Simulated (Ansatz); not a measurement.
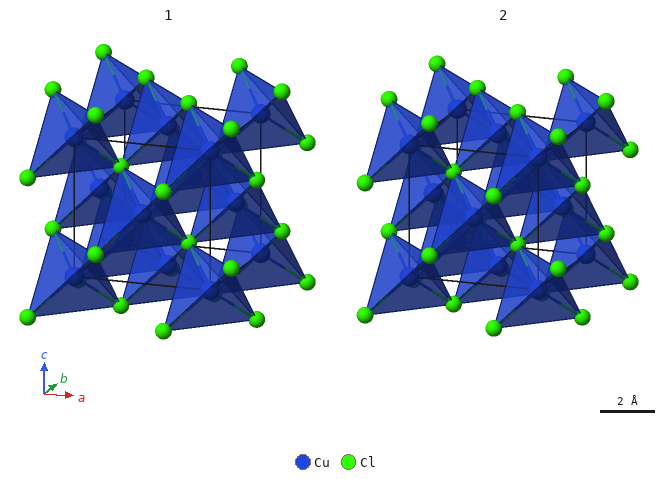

Two geometries of a crystal of CuCl (built on the zincblende type), drawn at one scale. One is the start of a relaxation, the other its converged end. The picture is a polyhedral view of the conventional cell (4 times the calculation's cell), seen slightly off an axis. Lengths and directions refer to the drawn axes.

All numbers below come from Ansatz 0.2.0, DFT, PBE, plane waves, PAW. Set-up: plane-wave cutoff 420 eV; k-point mesh 8 × 8 × 8; occupations fermi dirac; smearing width 0.02 eV; no spin polarisation; cell and atoms relaxed; force threshold 0.005 eV/Å.

### Which of the two is the end point?

Structure 1 is the relaxed one. No atom moves by more than 0.005 Å relative to the cell. The drawn cell changes as follows: a = b = c 5.142 → 5.423 Å (+5.5 %); the volume changes by +17.3 %. Among the contacts that change: Cl–Cu 2.227 → 2.348 Å. The space group stays F-43m (No. 216). The energy falls by 0.184 eV per cell of the calculation in 4 accepted moves (5 points after the start). All forces vanish by symmetry, so only the cell relaxes. Pressure: 11.76 GPa at the start and 0.03 GPa at the end. At 1 point the geometry stayed and the basis and grid were re-selected for the new cell (energy shift of 1.9 meV per cell of the calculation at most each time). The run took 6.2 s on 2 threads of Arm Neoverse V1, on a shared host, peak memory 0.31 GiB.
